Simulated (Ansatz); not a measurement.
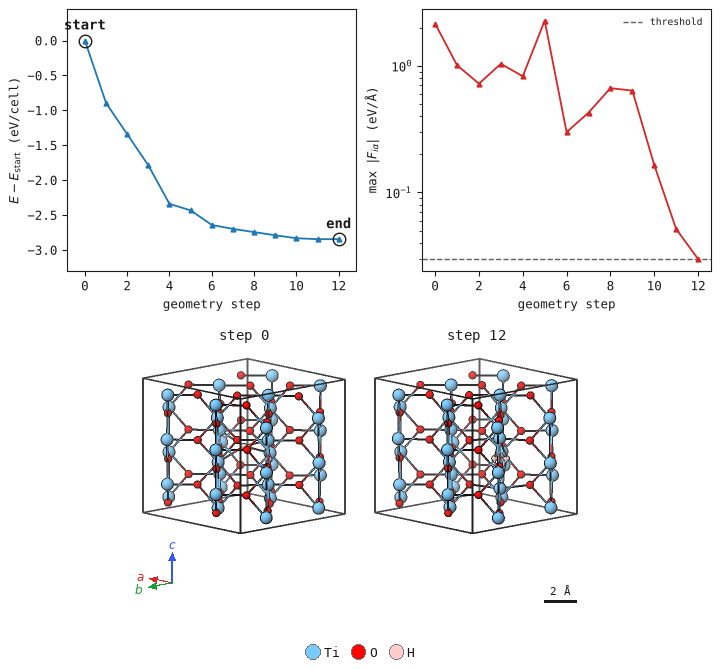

First and last geometry of a relaxation of a defect cell of composition Ti24O47H2, with the history of the run. Style: ball-and-stick. Shown: the cell of the calculation (origin shifted), from a free direction.

Computed with DFT, PBEsol, PAW, plane waves in Ansatz. Settings: plane-wave cutoff 420 eV; k-point mesh 1 × 1 × 1; mesh shifted by (0.25, 0.25, 0.25); collinear spin; atoms relaxed in a fixed cell; force threshold 0.03 eV/Å; at most 80 steps.

> Did the run converge, and what did it change?

It converged. The energy falls by 2.845 eV per cell of the calculation in 12 geometry steps. Largest force component: 2.2 eV/Å at the start, 0.03 eV/Å at the end. The largest move is that of an H atom, 1.43 Å along [−3 −2 −2]. Largest moves by element: H 1.43 Å, Ti 0.31 Å, O 0.16 Å. The cell stays as it was. Among the contacts that change: H–Ti 2.407 → 3.729 Å, H–H 1.843 → 0.793 Å, H–Ti 3.172 → 2.326 Å, H–Ti 2.407 → 3.162 Å. Among the angles between lasting bonds that change: Ti–O–Ti 96.8° → 119.1°, Ti–O–Ti 133.2° → 120.5°, Ti–O–Ti 130.6° → 142.4°. The program noted that the starting moments weren't kept. The run took 28 s on 1 × NVIDIA GB200 with 8 threads of Arm Neoverse-V2, peak memory 2.4 GiB.

```json
{"step": "0", "E − E(0), meV/atom": "0.00", "largest force component, eV/Å": "2.1502"}
{"step": "1", "E − E(0), meV/atom": "-12.25", "largest force component, eV/Å": "1.0110"}
{"step": "2", "E − E(0), meV/atom": "-18.38", "largest force component, eV/Å": "0.7211"}
{"step": "3", "E − E(0), meV/atom": "-24.48", "largest force component, eV/Å": "1.0366"}
{"step": "4", "E − E(0), meV/atom": "-32.04", "largest force component, eV/Å": "0.8252"}
{"step": "5", "E − E(0), meV/atom": "-33.32", "largest force component, eV/Å": "2.2682"}
{"step": "6", "E − E(0), meV/atom": "-36.18", "largest force component, eV/Å": "0.2991"}
{"step": "7", "E − E(0), meV/atom": "-36.95", "largest force component, eV/Å": "0.4264"}
{"step": "8", "E − E(0), meV/atom": "-37.58", "largest force component, eV/Å": "0.6653"}
{"step": "9", "E − E(0), meV/atom": "-38.20", "largest force component, eV/Å": "0.6363"}
{"step": "10", "E − E(0), meV/atom": "-38.78", "largest force component, eV/Å": "0.1643"}
{"step": "11", "E − E(0), meV/atom": "-38.96", "largest force component, eV/Å": "0.0514"}
{"step": "12", "E − E(0), meV/atom": "-38.97", "largest force component, eV/Å": "0.0298"}
```
